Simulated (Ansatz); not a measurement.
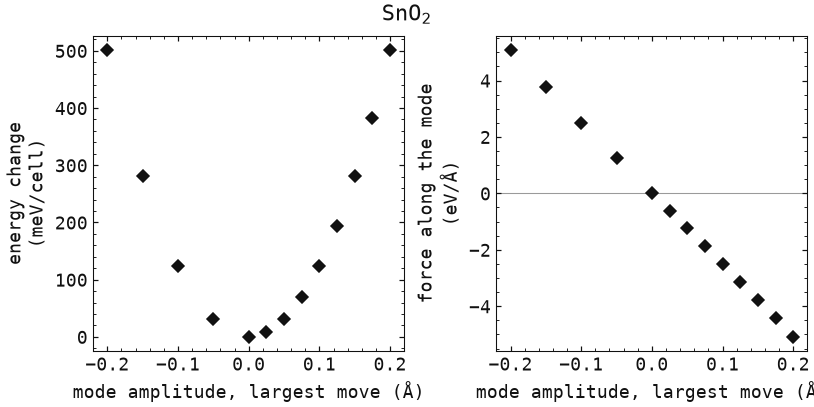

The plot gives the computed energy change and force along the mode against mode amplitude for SnO₂, space group I4_1/amd (No. 141).

Cell as given: a = 5.833 Å, b = 5.833 Å, c = 5.833 Å, α = 139.91°, β = 139.91°, γ = 57.99°; 6 atoms.

Calculation (Ansatz 0.2.0): a normal mode of the cell frozen into a crystal at growing amplitude, by plane-wave density functional theory with PAW datasets, free energies less that of the undisturbed cell; scalar-relativistic. Level: r2SCAN, no spin polarisation.

| setting | value |
| --- | --- |
| wave cutoff | 500 eV |
| k mesh | 10×10×10 |
| occupations | Gaussian |
| smearing width | 0.05 eV |
| k shift | (0, 0, 0) (mesh steps) |
| start | relaxed |

The points at mode amplitude −0.15, −0.05, 0.1 and 0.2 follow from computed ones by symmetry.

Give the values behind the plot as a table.

| mode amplitude, largest move (Å) | energy change (meV/cell) | force along the mode (eV/Å) |
| --- | --- | --- |
| −0.200 | 501.7 | 5.1 |
| −0.150 | 280.4 | 3.8 |
| −0.100 | 123.9 | 2.5 |
| −0.050 | 30.9 | 1.2 |
| 0.000 | 0.0 | 0.0 |
| 0.025 | 7.7 | −0.6 |
| 0.050 | 30.9 | −1.2 |
| 0.075 | 69.6 | −1.9 |
| 0.100 | 123.9 | −2.5 |
| 0.125 | 194.2 | −3.1 |
| 0.150 | 280.4 | −3.8 |
| 0.175 | 382.8 | −4.4 |
| 0.200 | 501.7 | −5.1 |
